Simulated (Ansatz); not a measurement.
**A series of single points on Al**

System: Al (1 atom in the cell).
Method: DFT r2SCAN, scalar-relativistic, plane waves, PAW, no spin polarisation (Ansatz 0.2.0).

The 5 runs differ only in the geometry, by an even scaling of the cell at fixed fractional positions. The structure derives from a Materials Project entry.

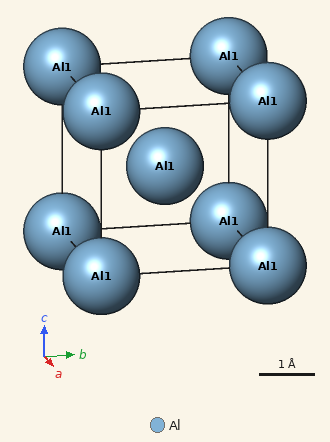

Figure 1. The structure of run 3 (spheres-only view of the cell 2 times as large as that of the calculation, set on its symmetry axes, seen slightly off an axis; atoms are numbered from 1 in the order of the input).

## Input of run 3
```yaml
crystal:
  lattice:
    - [-1.5618213088, 1.5618213088, 1.5618213088]
    - [1.5618213088, -1.5618213088, 1.5618213088]
    - [1.5618213088, 1.5618213088, -1.5618213088]
  atoms:
    - { symbol: Al, position: [0.0, 0.0, 0.0] }
basis:
  ecutwfc: 500
kpoints:
  mp_grid: { grid: [18, 18, 18] }
hamiltonian:
  xc: r2scan
scf:
  occupations: { method: gaussian, width: 0.1 }
output:
  forces: true
  stress: true
  eigenvalues: true
```

Command:
```bash
ansatz run input.yaml --threads 1 --pin off --max-ram 2560MiB --backend cpu --events-out ev --progress --plain --runs-dir out
```

Lattice vectors (Å) and fractional positions of run 3:
```
  -1.561821    1.561821    1.561821
   1.561821   -1.561821    1.561821
   1.561821    1.561821   -1.561821
Al  0.000000  0.000000  0.000000
```

Run 4 differs from it as follows:
```diff
-    - [-1.5618213088, 1.5618213088, 1.5618213088]
-    - [1.5618213088, -1.5618213088, 1.5618213088]
-    - [1.5618213088, 1.5618213088, -1.5618213088]
+    - [-1.5782627414, 1.5782627414, 1.5782627414]
+    - [1.5782627414, -1.5782627414, 1.5782627414]
+    - [1.5782627414, 1.5782627414, -1.5782627414]
```

## Results, with one run withheld

| run | volume per atom (Å³) | free energy per atom, from the lowest run given (meV) | pressure (GPa) |
| --- | --- | --- | --- |
| 1 | 14.266 | 71.00 | 13.81 |
| 2 | 14.753 | 35.86 | 9.46 |
| 3 | 15.239 | 12.91 | 5.76 |
| 4 | 15.725 | ? | ? |
| 5 | 16.698 | 0.00 | −2.26 |

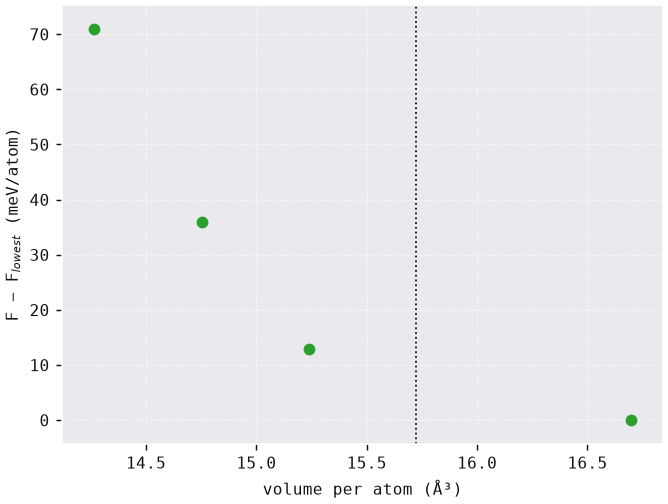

Figure 2. Free energy per atom of the runs given; the dotted line marks run 4.

Fit the runs given and predict run 4.

A quadratic polynomial in V^(−2/3) (the Birch–Murnaghan form), fitted to the 4 runs given, misses them by at most 0.03 meV per atom. With x = V^(−2/3) − 0.16300 Å⁻², it reads F = 14.497 + 5331 x + 3.8987e+05 x² (meV per atom). At run 4 it gives 0.16 meV per atom, and the run itself gives 0.30. The slope of the fit gives a pressure −dF/dV of 2.66 GPa there, and the run prints 2.63 GPa. The fit has its minimum at 16.204 Å³ per atom, where V d²F/dV² gives 83.6 GPa: the bulk modulus at this level, since symmetry fixes the shape and the positions.

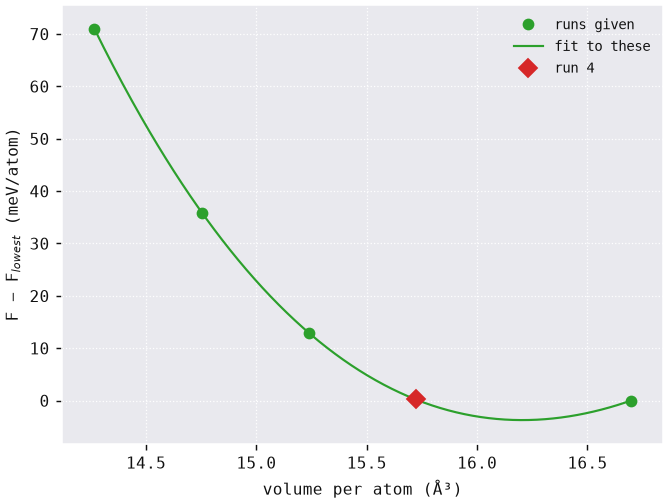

Figure 3. The fit and the withheld run.

## Output, shortened to warnings, some set-up lines, iterations and results (run 4)
```
Basis set: ecut = 500 eV, 381 PW (Γ), exchange–correlation on 80×80×80 points (64 copies of the dense FFT grid, shifted against one another)
Symmetry: 48 space group operations
k-points: 195 of 5832
Initial density: superposition of atomic densities (neutral atoms: chi_scale 0, normalization atom), corrected by the library's trained network
[...]
SCF iter   1: F=—  HF=-540.289101 eV  |F-HF|=—  |Δ(HF+E_count)|=         —  Δρ=3.97e-3  dr2=2.72e-3  dr2_τ=4.84e-3  ethr=1.77e-3  ⟨swp⟩=4.6  Hψ=10332  notcnv=0
SCF iter   2: F=—  HF=-540.295532 eV  |F-HF|=—  |Δ(HF+E_count)|=   6.43e-3  Δρ=2.78e-3  dr2=1.31e-3  dr2_τ=2.81e-6  ethr=9.06e-5  ⟨swp⟩=2.9  Hψ=3658  notcnv=0  defer=79
SCF iter   3: F=—  HF=-540.295308 eV  |F-HF|=—  |Δ(HF+E_count)|=   2.24e-4  Δρ=1.60e-3  dr2=4.15e-4  dr2_τ=6.33e-7  ethr=4.35e-5  ⟨swp⟩=1.0  Hψ=1092  notcnv=0  defer=79
SCF iter   4: F=—  HF=-540.295248 eV  |F-HF|=—  |Δ(HF+E_count)|=   5.98e-5  Δρ=5.90e-4  dr2=5.50e-5  dr2_τ=4.79e-8  ethr=1.38e-5  ⟨swp⟩=1.0  Hψ=1092  notcnv=0  defer=79
SCF iter   5: F=—  HF=-540.295241 eV  |F-HF|=—  |Δ(HF+E_count)|=   7.09e-6  Δρ=1.27e-4  dr2=2.49e-6  dr2_τ=1.85e-9  ethr=1.83e-6  ⟨swp⟩=1.0  Hψ=1092  notcnv=0  defer=79
SCF iter   6: F=-540.295241 eV  HF=-540.295241 eV  |F-HF|=3.56e-9  |Δ(HF+E_count)|=   2.43e-7  Δρ=1.50e-5  dr2=3.43e-8  dr2_τ=2.70e-11  ethr=3.33e-9  ⟨swp⟩=4.8  Hψ=4974  …
SCF 1 converged in 6 iterations: F = -540.295241 eV  dr2 = 3.43e-8
SCF converged after 6 iterations
Free energy (F): -540.295241 eV
Harris-Foulkes:  -540.295241 eV  (|F-HF|=3.56e-9)
Internal energy: -540.292989 eV  (E = F + TS)
E sigma→0 (E₀):  -540.294115 eV
Entropy (-TS):   -0.002252 eV (-2.252 meV/atom)
Fermi energy:    8.533762 eV
--- Per-component energies (eV) ---
  E_band       = 10.965706
  E_kinetic    = 23.651986
  E_local      = 11.071023  (includes V_loc(G=0)·N_el)
  E_nonlocal   = 9.787299
  E_hartree    = 0.092886
  E_xc         = -36.991468
  E_vxc        = -31.534957  (∫ρ·V_xc dr)
  E_paw        = -473.136981  (= ΣΔE_a)
  E_vpaw       = -3.440163  (= ΣTr[D̂ρ^β])
  E_aug_tail   = -0.000001  (compensation charges beyond the density's cutoff)
  E_vtau       = 1.244724  (kinetic-family band-sum trace: ∫τ·v_τ [+ j·A + Jᵃ·Aᵃ] dr)
  E_ewald      = -74.707625
  E_core_change = -0.060108  (= ΣΔE_core)
  E_smearing   = -0.002252  (= −TS)
  E_closure    = 0.000000  (closes the sum)
  Σ components = -540.295241   (vs F -540.295241, Δ=0.00e0)
--- Forces (eV/Å), atoms counted from 1 ---
  atom   1  Al     0.00000000    -0.00000000     0.00000000
  max |Σ_I F_I| component: 7.38e-34 eV/Å
--- Stress (GPa, compression-positive) ---
        2.631060       0.000000      -0.000000
       -0.000000       2.631060       0.000000
        0.000000       0.000000       2.631060
  P = ⅓ Tr σ = 2.6311 GPa (26.311 kbar)
```
